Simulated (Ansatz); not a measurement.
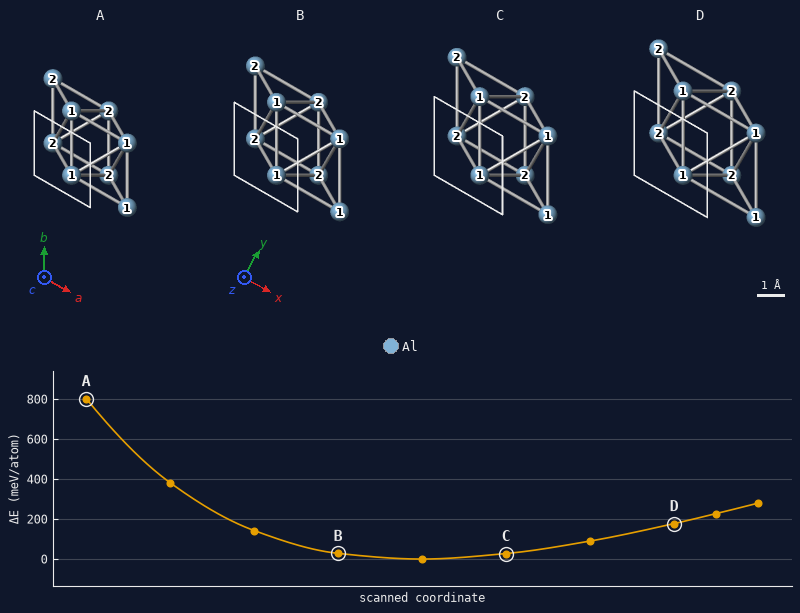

Frames of a one-coordinate scan of solid Al (P6_3/mmc). x, y and z are the Cartesian axes of the input. Style: ball-and-stick. Shown: the cell of the calculation, repeated 2 × 2 × 1 with one cell outlined, along the c axis.

Method: Ansatz, DFT PBEsol, scalar-relativistic, plane waves, PAW. Set-up: plane-wave cutoff 420 eV; k-point mesh 21 × 21 × 10; occupations gaussian; smearing width 0.15 eV; no spin polarisation. Energies (free energies at the smearing named) are counted from the cell as listed in its source, which wasn't relaxed.

### What is being scanned?

The cell is strained equally along x and y, with the atoms kept at their fractional coordinates. In the frames the strain is −0.15 (A), −0.0375 (B), 0.0375 (C), 0.1125 (D). The lowest computed point lies at the strain 0.00 (0 meV/atom). At the ends of the scan the energy is 803 meV/atom (−0.15) and 280 meV/atom (0.15). The unrelaxed reference is under a pressure of −1.3 GPa, which tilts the curve. The distortion keeps the space group P6_3/mmc. At the strain −0.15 the cell of the drawing goes a 2.812 → 2.391 Å, b 2.812 → 2.391 Å.
